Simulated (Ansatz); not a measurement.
# Geometry relaxation, with input and output: InSb

System: InSb (F-43m, 2 atoms in the cell).
Method: DFT LDA, scalar-relativistic, plane waves, PAW, no spin polarisation (Ansatz 0.2.0).

The structure derives from an entry of the Crystallography Open Database.

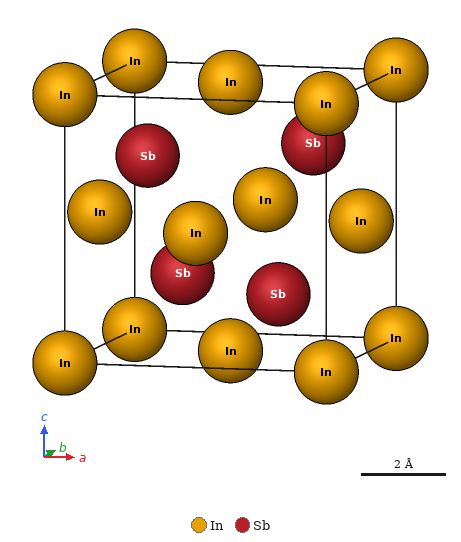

The input geometry (spheres-only view of the cell 4 times as large as that of the calculation, set on its symmetry axes, seen slightly off an axis). An atom can appear more than once, as a periodic image.

### Key numbers

- outcome: converged
- space group (tolerance 0.01 Å): F-43m (216)
- electrons treated: 28
- free energy: −11793.1609 eV
- Fermi energy: 7.457 eV
- gap on the k-point mesh: none (metallic)
- pressure: 0.00 GPa
- final volume: 67.12 Å³
- largest force (length of the vector) at the end: under 0.001 eV/Å
- final cell: a = 4.562 Å, b = 4.562 Å, c = 4.562 Å, α = 60.00°, β = 60.00°, γ = 60.00°
- hardware: 2 threads of Intel Xeon @ 2.90GHz (Ice Lake), 192 GiB of memory available, shared host
- wall time: 33 s (CPU time 63 s)
- peak memory: 0.48 GiB

### Notes

Results for this metal are sensitive to the k-point mesh.

### The input
```yaml
crystal:
  lattice:
    - [0.0, 3.225061683, 3.225061683]
    - [3.225061683, 0.0, 3.225061683]
    - [3.225061683, 3.225061683, 0.0]
  atoms:
    - { symbol: In, position: [0.0, 0.0, 0.0] }
    - { symbol: Sb, position: [0.25, 0.25, 0.25] }
basis:
  ecutwfc: 420
kpoints:
  mp_grid: { grid: [12, 12, 12] }
hamiltonian:
  xc: lda
scf:
  occupations: { method: fermi_dirac, width: 0.15 }
output:
  forces: true
  stress: true
  eigenvalues: true
relax:
  adjacent_minimum: "off"
  f_tol: 0.001
  max_steps: 60
  cell: { stress_tol: 0.01 }
```

Command:
```bash
ansatz run input.yaml --threads 2 --pin off --max-ram 5120MiB --backend cpu --events-out ev --progress --plain --runs-dir out
```

### Output
```
Engine: ansatz 0.2.0, x86_64-unknown-linux-gnu
Pseudopotentials: kind: paw
Pseudopotential: In, paw, valence charge 13, recommended cutoff 420 eV (normal), In.paw.azcp
Pseudopotential: Sb, paw, valence charge 15, recommended cutoff 420 eV (normal), Sb.paw.azcp
Functional definition: SPW92
  exchange = slater_x
  correlation = pw_c
Crystal: 2 atoms, lattice volume = 67.088 Å³
Basis set: ecut = 420 eV, 1363 PW (Γ)
Bands: 18, of which v1, the nominal top of the filled ones, is band 14 counted from 1 (13 counted from 0)
Symmetry: 24 space group operations
Space group: F-43m (ITA 216), of the structure as read, at distance tolerance 4.1e-5 Å
k-points: 72 of 1728 (time reversal used)
Non-local potential: In, projectors of the file, l = 0: 2, l = 1: 2, l = 2: 2, l = 3: 2
Non-local potential: Sb, projectors of the file, l = 0: 2, l = 1: 2, l = 2: 2, l = 3: 2
PAW form: soft (Blöchl's): semilocal exchange-correlation on the pseudo side does not see the compensation charge
PAW frozen core: In, regenerated for the run's functional, and the local potential with it (the file was generated under x = pbe(κ = 0.804, μ = 0.2195149727645171), c = pbe(β = 0.06672455060314922))
PAW frozen core: Sb, regenerated for the run's functional, and the local potential with it (the file was generated under x = pbe(κ = 0.804, μ = 0.2195149727645171), c = pbe(β = 0.06672455060314922))
PAW one-centre angular grid: In, 590 points (default); XC on 64 Gauss nodes
PAW one-centre angular grid: Sb, 590 points (default); XC on 64 Gauss nodes
Initial density: superposition of atomic densities (neutral atoms: chi_scale 0, normalization atom), corrected by the library's trained network
Initial wavefunctions: pseudopotential atomic-orbital guess
Functional: x = slater, c = lda
SCF iter   1: F=—  HF=-11793.169118 eV  |F-HF|=—  |Δ(HF+E_count)|=         —  Δρ=7.10e-3  dr2=2.22e-2  ethr=1.77e-3  ⟨swp⟩=5.6  Hψ=6893  notcnv=0
preconditioner: auto → none  [insulator: Δε(μ)=0.394 eV  Ē_g=13.963 eV  σ=0.150 eV  W_gap=0.57  n_scr=14 (ndim 8)  ℏωp=19.2 eV  f_vac=0.109  D(μ)=0.07/eV (n_scr^D=0)  ε∞_Penn≈2.9]
SCF iter   2: F=—  HF=-11793.160881 eV  |F-HF|=—  |Δ(HF+E_count)|=   8.24e-3  Δρ=2.26e-3  dr2=1.41e-3  ethr=7.92e-5  ⟨swp⟩=2.4  Hψ=2901  notcnv=0
SCF iter   3: F=—  HF=-11793.160872 eV  |F-HF|=—  |Δ(HF+E_count)|=   9.04e-6  Δρ=7.32e-4  dr2=1.79e-4  ethr=5.03e-6  ⟨swp⟩=2.0  Hψ=1845  notcnv=0
SCF iter   4: F=—  HF=-11793.160886 eV  |F-HF|=—  |Δ(HF+E_count)|=   1.39e-5  Δρ=1.68e-4  dr2=2.23e-5  ethr=6.38e-7  ⟨swp⟩=2.4  Hψ=1925  notcnv=0
SCF iter   5: F=—  HF=-11793.160877 eV  |F-HF|=—  |Δ(HF+E_count)|=   8.56e-6  Δρ=1.56e-5  dr2=1.51e-7  ethr=7.97e-8  ⟨swp⟩=2.0  Hψ=1945  notcnv=0
SCF iter   6: F=-11793.160877 eV  HF=-11793.160877 eV  |F-HF|=7.82e-10  |Δ(HF+E_count)|=   6.64e-9  Δρ=2.41e-6  dr2=4.12e-9  ethr=3.57e-10  ⟨swp⟩=5.8  Hψ=5703  notcnv=0
SCF 1 converged in 6 iterations: F = -11793.160877 eV  dr2 = 4.12e-9
  greatest PAW one-centre occupation: 0.998 electrons in one spin orbital (limit 2), on the Sb atom at site 1 (counted from 0), in its partial waves of l = 2
relax step   1: F+E_penalty+E_count = -11793.16087732 eV  Δ(F+E_penalty+E_count) = +0.000e0 eV  max|allowed force component| = 2.035e-16 eV/Å  Δτ_max = 0.0000 Å  P = +0.020 GPa  Ω = 67.088 Å³  (6 SCF iters, dr2 threshold 1.00e-7 eV, accepted)
Crystal: 2 atoms, lattice volume = 67.136 Å³
Initial density: handed on by an earlier stage of this run
Initial wavefunctions: those handed on with the density
iter 1 solved again at ethr=3.72e-9 eV; its pass at ethr=3.10e-3 eV (dr2=1.04e-6 eV) is discarded
SCF iter   1: F=—  HF=-11793.160871 eV  |F-HF|=—  |Δ(HF+E_count)|=         —  Δρ=2.07e-5  dr2=3.86e-7  ethr=3.72e-9  ⟨swp⟩=3.1  Hψ=7843  notcnv=0
preconditioner: auto → none  [insulator: Δε(μ)=0.424 eV  Ē_g=13.993 eV  σ=0.150 eV  W_gap=0.61  n_scr=14 (ndim 8)  ℏωp=19.2 eV  f_vac=0.092  D(μ)=0.07/eV (n_scr^D=0)  ε∞_Penn≈2.9]
SCF iter   2: F=—  HF=-11793.160871 eV  |F-HF|=—  |Δ(HF+E_count)|=   5.44e-8  Δρ=9.52e-6  dr2=6.27e-8  ethr=1.38e-9  ⟨swp⟩=2.2  Hψ=1734  notcnv=0
SCF iter   3: F=—  HF=-11793.160871 eV  |F-HF|=—  |Δ(HF+E_count)|=   3.33e-9  Δρ=3.01e-6  dr2=9.19e-9  ethr=2.24e-10  ⟨swp⟩=3.0  Hψ=2323  notcnv=0
SCF iter   4: F=-11793.160871 eV  HF=-11793.160871 eV  |F-HF|=2.91e-11  |Δ(HF+E_count)|=   2.83e-9  Δρ=8.01e-7  dr2=2.14e-10  ethr=3.67e-12  ⟨swp⟩=3.8  Hψ=5662  notcnv=0
SCF 2 converged in 4 iterations: F = -11793.160871 eV  dr2 = 2.14e-10
relax step   2: F+E_penalty+E_count = -11793.16087057 eV  Δ(F+E_penalty+E_count) = +6.750e-6 eV  max|allowed force component| = 5.782e-17 eV/Å  Δτ_max = 0.0000 Å  P = -0.013 GPa  Ω = 67.136 Å³  energy of the carried Pulay correction = -7.876e-6 eV  (4 SCF iters, dr2 threshold 1.03e-9 eV, accepted)
Crystal: 2 atoms, lattice volume = 67.117 Å³
iter 1 solved again at ethr=5.23e-10 eV; its pass at ethr=3.10e-3 eV (dr2=1.46e-7 eV) is discarded
SCF iter   1: F=—  HF=-11793.160874 eV  |F-HF|=—  |Δ(HF+E_count)|=         —  Δρ=7.89e-6  dr2=5.35e-8  ethr=5.23e-10  ⟨swp⟩=3.1  Hψ=7877  notcnv=0
preconditioner: auto → none  [insulator: Δε(μ)=0.425 eV  Ē_g=13.994 eV  σ=0.150 eV  W_gap=0.61  n_scr=14 (ndim 8)  ℏωp=19.2 eV  f_vac=0.091  D(μ)=0.07/eV (n_scr^D=0)  ε∞_Penn≈2.9]
SCF iter   2: F=—  HF=-11793.160874 eV  |F-HF|=—  |Δ(HF+E_count)|=   1.14e-8  Δρ=3.49e-6  dr2=8.09e-9  ethr=1.91e-10  ⟨swp⟩=2.3  Hψ=1775  notcnv=0
SCF iter   3: F=—  HF=-11793.160874 eV  |F-HF|=—  |Δ(HF+E_count)|=  5.88e-10  Δρ=1.10e-6  dr2=1.17e-9  ethr=2.89e-11  ⟨swp⟩=2.9  Hψ=2300  notcnv=0
SCF iter   4: F=-11793.160874 eV  HF=-11793.160874 eV  |F-HF|=1.82e-12  |Δ(HF+E_count)|=  3.77e-10  Δρ=3.01e-7  dr2=2.65e-11  ethr=1.46e-12  ⟨swp⟩=5.0  Hψ=4535  notcnv=0
SCF 3 converged in 4 iterations: F = -11793.160874 eV  dr2 = 2.65e-11
relax step   3: F+E_penalty+E_count = -11793.16087436 eV  Δ(F+E_penalty+E_count) = -3.786e-6 eV  max|allowed force component| = 6.476e-17 eV/Å  Δτ_max = 0.0000 Å  P = +0.000 GPa  Ω = 67.117 Å³  energy of the carried Pulay correction = -4.831e-6 eV  (4 SCF iters, dr2 threshold 4.08e-10 eV, accepted)
Initial wavefunctions: pseudopotential atomic-orbital guess (no wavefunctions were taken with the density)
iter 1 solved again at ethr=4.99e-7 eV; its pass at ethr=3.10e-3 eV (dr2=1.40e-4 eV) is discarded
SCF iter   1: F=—  HF=-11793.160881 eV  |F-HF|=—  |Δ(HF+E_count)|=         —  Δρ=1.74e-6  dr2=2.03e-9  ethr=4.99e-7  ⟨swp⟩=3.0  Hψ=9953  notcnv=0
eigensolver tolerance schedule: the retry pair's looser diagonalisation over-reported the residual by 68893.69 of it (diagonalisation noise at an unbounded share of the residual, at the tolerance the schedule requests for it); recorded, not acted on — ethr = c·dr2/N_el stays at c = 1.0e-1
SCF iter   2: F=—  HF=-11793.160880 eV  |F-HF|=—  |Δ(HF+E_count)|=   1.89e-6  Δρ=1.34e-6  dr2=2.28e-9  ethr=7.25e-12  ⟨swp⟩=3.9  Hψ=3543  notcnv=0
SCF iter   3: F=—  HF=-11793.160880 eV  |F-HF|=—  |Δ(HF+E_count)|=  6.64e-10  Δρ=7.18e-7  dr2=4.73e-10  ethr=7.25e-12  ⟨swp⟩=2.0  Hψ=1559  notcnv=0
SCF iter   4: F=—  HF=-11793.160880 eV  |F-HF|=—  |Δ(HF+E_count)|=  1.20e-10  Δρ=4.12e-7  dr2=1.32e-10  ethr=1.69e-12  ⟨swp⟩=1.2  Hψ=1315  notcnv=0
SCF iter   5: F=—  HF=-11793.160880 eV  |F-HF|=—  |Δ(HF+E_count)|=  3.27e-11  Δρ=1.18e-7  dr2=1.08e-11  ethr=4.72e-13 (applied; sched 1.00e-12)  ⟨swp⟩=2.0  Hψ=1506  notcnv=0
SCF iter   6: F=—  HF=-11793.160880 eV  |F-HF|=—  |Δ(HF+E_count)|=  3.64e-12  Δρ=6.09e-8  dr2=2.81e-12  ethr=3.85e-14 (applied; sched 1.00e-12)  ⟨swp⟩=1.6  Hψ=1359  notcnv=0
SCF iter   7: F=-11793.160880 eV  HF=-11793.160880 eV  |F-HF|=0.00e0  |Δ(HF+E_count)|=    0.00e0  Δρ=3.00e-8  dr2=7.20e-13  ethr=1.00e-12  ⟨swp⟩=5.0  Hψ=4574  notcnv=0
SCF 4 converged in 7 iterations: F = -11793.160880 eV  dr2 = 7.20e-13
relax step   4: F+E_penalty+E_count = -11793.16087959 eV  Δ(F+E_penalty+E_count) = -5.233e-6 eV  max|allowed force component| = 6.708e-17 eV/Å  Δτ_max = 0.0000 Å  P = -0.000 GPa  Ω = 67.117 Å³  stress off target by 3.38e-5 GPa  SCF on the basis re-selected at this cell (its energy is not comparable with the rows above)  (7 SCF iters)
```

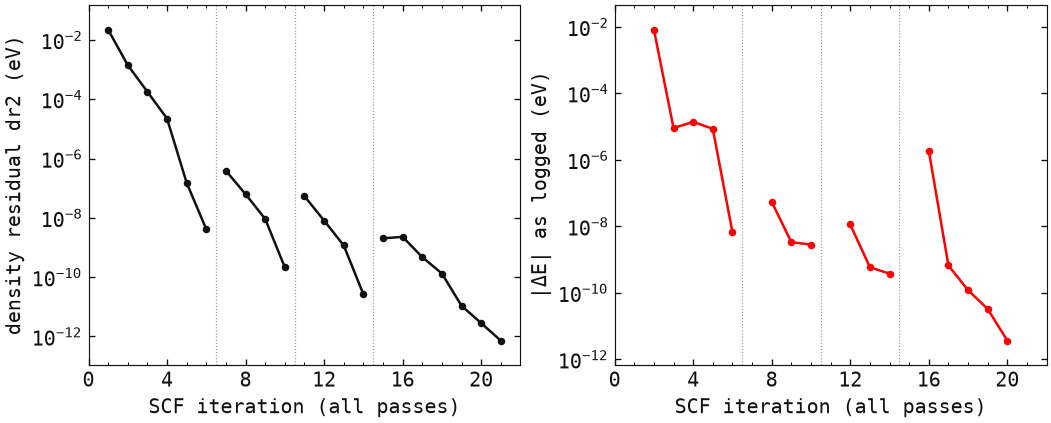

Convergence of the self-consistent field: density residual dr2 and size of the energy change against the SCF iteration. The dotted lines part the SCF passes of the relaxation: geometry steps, rejected trials and re-solves on a re-selected basis. The passes take 6, 4, 4 and 7 iterations.

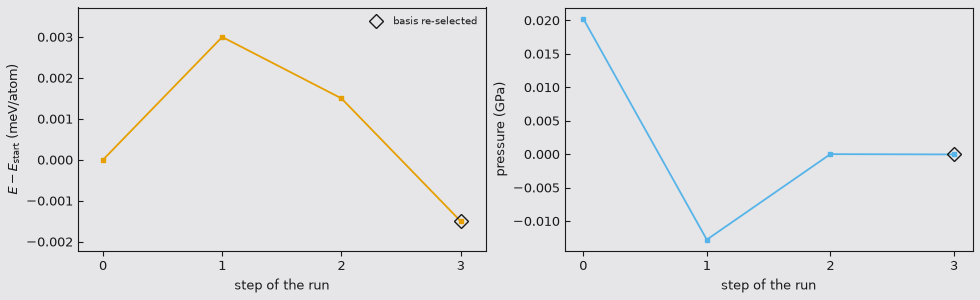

Progress of the relaxation, step by step (the first geometry is step 0 here and step 1 in the log). The atoms keep their places (all moves are under 0.005 Å). The cell stays as it was. The space group stays F-43m (No. 216). After 2 geometry steps the energy has risen by next to nothing (0.0 meV per atom). All forces vanish by symmetry, so only the cell relaxes. The pressure goes from 0.02 to 0.00 GPa. A last SCF at the same geometry on a re-selected plane-wave basis shifts the energy by next to nothing (0.0 meV per atom).

```
basis re-selected at this cell: Δ(F+E_penalty+E_count) = -5.233e-6 eV, ΔP = -0.000 GPa vs the last step (what re-selecting the basis moved, of the pressure what is left beyond the Pulay correction that the steps carried, after the strain that the cell walked since its last selection, with what the two solves' SCF thresholds leave and, on support functions, any second-order correction that the steps lacked; it is no measure of the basis error at this ecutwfc). This SCF's stress stands 3.38e-5 GPa from its target on what of the cell is left free (relax.cell.stress_tol is 1.00e-2 GPa) and its largest allowed force component is 6.71e-17 eV/Å (relax.f_tol is 1.00e-3 eV/Å): within both
SCF converged after 7 iterations
Free energy (F): -11793.160880 eV
Harris-Foulkes:  -11793.160880 eV  (|F-HF|=0.00e0)
Internal energy: -11793.154045 eV  (E = F + TS)
E sigma→0 (E₀):  -11793.157462 eV
Entropy (-TS):   -0.006835 eV (-3.417 meV/atom)
Fermi energy:    7.457277 eV
--- Per-component energies (eV) ---
  E_band       = -264.841906
  E_kinetic    = 453.174365
  E_local      = -3193.217535  (includes V_loc(G=0)·N_el)
  E_nonlocal   = 737.115400
  E_hartree    = 1368.714690
  E_xc         = -351.462013
  E_vxc        = -198.545380  (∫ρ·V_xc dr)
  E_paw        = -8443.164038  (= ΣΔE_a)
  E_vpaw       = -800.798170  (= ΣTr[D̂ρ^β])
  E_aug_tail   = 0.000023  (compensation charges beyond the density's cutoff)
  E_ewald      = -2365.158297
  E_core_change = 0.843360  (= ΣΔE_core)
  E_smearing   = -0.006835  (= −TS)
  E_closure    = 0.000000  (closes the sum)
  Σ components = -11793.160880   (vs F -11793.160880, Δ=0.00e0)
--- Forces (eV/Å), atoms counted from 1 ---
  atom   1  In     0.00000000    -0.00000000    -0.00000000
  atom   2  Sb    -0.00000000     0.00000000     0.00000000
  max |Σ_I F_I| component: 1.16e-17 eV/Å
--- Stress (GPa, compression-positive) ---
       -0.000034       0.000000       0.000000
        0.000000      -0.000034       0.000000
        0.000000       0.000000      -0.000034
  P = ⅓ Tr σ = -0.0000 GPa (-0.000 kbar)
--- Band table (eV; the first three rows and the last of 72) ---
  k-point 0: bands = ["-21.3057", "-21.3057", "-21.3057", "-21.2870", "-21.2870", "-7.3306", "-7.3306", "-7.3306", "-7.2398", "-7.2398", "-3.6549", "6.8769", "7.2268", "7.2268", "7.2268", "10.1602", "10.1602", "10.1602"]
  k-point 1: bands = ["-21.3057", "-21.3056", "-21.3056", "-21.2869", "-21.2869", "-7.3344", "-7.3290", "-7.3290", "-7.2400", "-7.2400", "-3.5901", "5.8907", "7.1236", "7.1236", "7.8901", "10.2828", "10.3026", "10.3026"]
  k-point 2: bands = ["-21.3057", "-21.3054", "-21.3054", "-21.2868", "-21.2868", "-7.3446", "-7.3246", "-7.3246", "-7.2403", "-7.2403", "-3.4009", "4.6773", "6.8824", "6.8824", "8.1149", "10.6228", "10.6228", "10.8888"]
  k-point 71: bands = ["-21.3054", "-21.3053", "-21.3033", "-21.2868", "-21.2856", "-7.4078", "-7.2972", "-7.2860", "-7.2500", "-7.2393", "-1.6031", "1.3067", "4.2997", "4.4261", "10.7046", "11.1652", "11.4019", "12.1196"]
--- Relaxed structure (3 steps of the walk, 3 accepted, 1 SCFs on fresh bases) ---
  F+E_penalty+E_count = -11793.16087959 eV   max|allowed force component| = 6.708e-17 eV/Å   (the final SCF, on the basis selected at the relaxed cell)
  cell:  # Å, volume = 67.1174 Å³
    - [1.2810083751451568e-33, 3.2255340591645587, 3.2255340591645587]
    - [3.2255340591645587, 9.935975464146402e-33, 3.2255340591645587]
    - [3.2255340591645587, 3.2255340591645587, 8.46548294152794e-33]
  atoms:
    - { symbol: In, position: [-1.4158051406851407e-33, 2.221992953658753e-33, 1.599934455993929e-33] }
    - { symbol: Sb, position: [0.24999999999999997, 0.24999999999999997, 0.24999999999999997] }
```

### Trajectory as extended XYZ (Å, eV, eV/Å), 4 frames, from step=1 to step=4
```
2
Lattice="0.0000 3.2251 3.2251 3.2251 0.0000 3.2251 3.2251 3.2251 0.0000" Properties=species:S:1:pos:R:3:forces:R:3 step=1 energy=-11793.16088 pressure_GPa=0.02
In    0.0000    0.0000    0.0000    0.0000   0.0000   0.0000
Sb    1.6125    1.6125    1.6125    0.0000   0.0000   0.0000
2
Lattice="0.0000 3.2258 3.2258 3.2258 0.0000 3.2258 3.2258 3.2258 0.0000" Properties=species:S:1:pos:R:3:forces:R:3 step=2 energy=-11793.16087 pressure_GPa=-0.01
In    0.0000    0.0000    0.0000    0.0000   0.0000   0.0000
Sb    1.6129    1.6129    1.6129    0.0000   0.0000   0.0000
2
Lattice="0.0000 3.2255 3.2255 3.2255 0.0000 3.2255 3.2255 3.2255 0.0000" Properties=species:S:1:pos:R:3:forces:R:3 step=3 energy=-11793.16087 pressure_GPa=0.00
In    0.0000    0.0000    0.0000    0.0000   0.0000   0.0000
Sb    1.6128    1.6128    1.6128    0.0000   0.0000   0.0000
2
Lattice="0.0000 3.2255 3.2255 3.2255 0.0000 3.2255 3.2255 3.2255 0.0000" Properties=species:S:1:pos:R:3:forces:R:3 step=4 energy=-11793.16088 pressure_GPa=-0.00
In    0.0000    0.0000    0.0000    0.0000   0.0000   0.0000
Sb    1.6128    1.6128    1.6128    0.0000   0.0000   0.0000
```

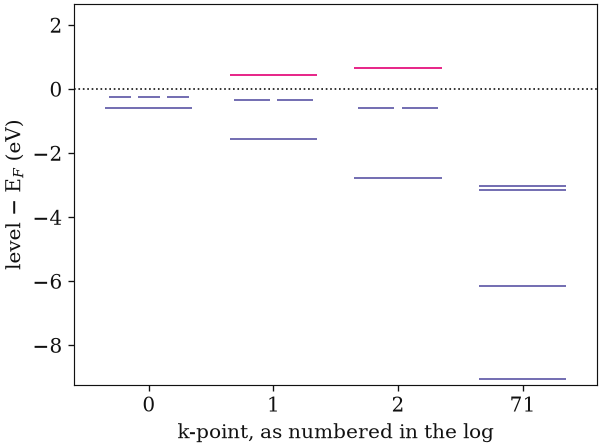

Kohn–Sham levels near the Fermi level (dotted) at the few k-points that the log prints; levels within 0.02 eV of each other stand side by side. The system is metallic on the full mesh.
